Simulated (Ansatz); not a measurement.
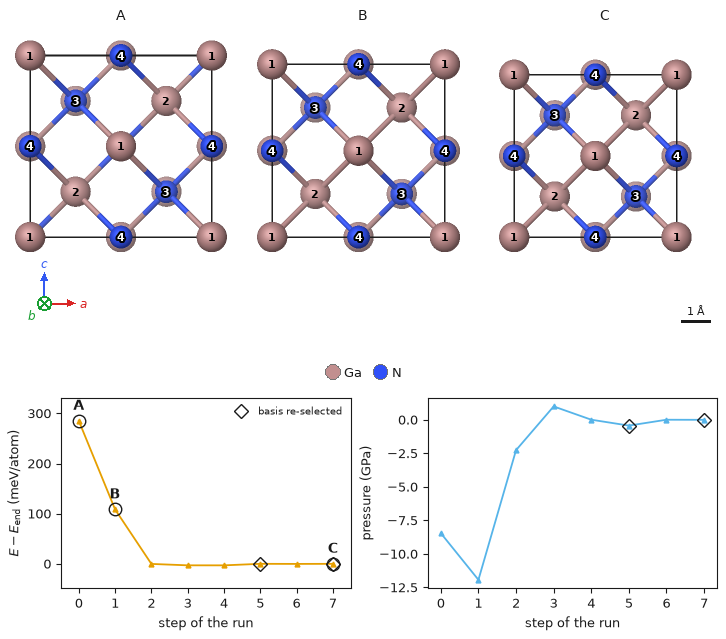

Frames of a relaxation of a crystal of GaN (a generated structure, set up in Fd-3m) (coarse preliminary run), marked on the history of the run. The picture is a ball-and-stick view of the conventional cell (4 times the calculation's cell), seen along the b axis. Lengths and directions refer to the drawn axes.

Level of theory: DFT PBE, scalar-relativistic, plane waves, PAW (Ansatz 0.2.0).

Input
```yaml
crystal:
  lattice:
    - [0.0, 3.21957978, 3.21957978]
    - [3.21957978, 0.0, 3.21957978]
    - [3.21957978, 3.21957978, 0.0]
  atoms:
    - { symbol: Ga, position: [0.0, 0.0, 0.0] }
    - { symbol: Ga, position: [0.25, 0.25, 0.25] }
    - { symbol: "N", position: [0.75, 0.75, 0.75], spin: 1.0 }
    - { symbol: "N", position: [0.5, 0.5, 0.5], spin: 1.0 }
basis:
  ecutwfc: 420
kpoints:
  mp_grid: { grid: [6, 6, 6] }
hamiltonian:
  xc: pbe
scf:
  occupations: { method: gaussian, width: 0.1 }
  lower_state_search: "off"
output:
  forces: true
  stress: true
  eigenvalues: true
  populations: true
magnetization:
  spin_polarized: true
relax:
  adjacent_minimum: "off"
  f_tol: 0.04
  max_steps: 70
  cell: { stress_tol: 0.4 }
```

Run as
```bash
ansatz run input.yaml --threads 1 --pin off --max-ram 2560MiB --backend cpu --events-out ev --progress --plain --runs-dir out
```

> What happens along the run?

No atom moves by more than 0.005 Å relative to the cell. The drawn cell changes as follows: a = b = c 6.439 → 5.757 Å (−10.6 %); the volume changes by −28.5 %. Some distances before and after: Ga1–Ga2 2.788 → 2.493 Å, Ga1–N3 2.788 → 2.493 Å. The space group stays Fd-3m (No. 227). After 5 accepted moves (7 points after the start) the energy has fallen by 285 meV per atom. All forces vanish by symmetry, so only the cell relaxes. The pressure goes from −8.45 to 0.00 GPa. The SCF was repeated twice at an unchanged geometry on a basis and grid sized afresh for the cell, which shifted the energy by 3.1 meV per atom at most. The run took 38 s on 1 thread of Intel(R) Xeon(R) Platinum 8259CL CPU @ 2.50GHz (Skylake/Cascade Lake), with other jobs on the host, peak memory 0.39 GiB. From step 0 to 1: volume −13.9 %, energy −177 meV per atom. From step 1 to 7: volume −17.0 %, energy −108 meV per atom.

```
step  E − E(0), meV/atom  pressure, GPa  volume, Å³/atom                      note
   0                0.00          -8.45           16.687                          
   1             -176.62         -11.93           14.363                          
   2             -285.23          -2.26           12.266                          
   3             -288.04           1.00           11.861                          
   4             -288.08           0.01           11.977                          
   5             -285.03          -0.43           11.977  same geometry, new basis
   6             -285.22           0.01           11.926                          
   7             -285.06           0.00           11.926  same geometry, new basis
```
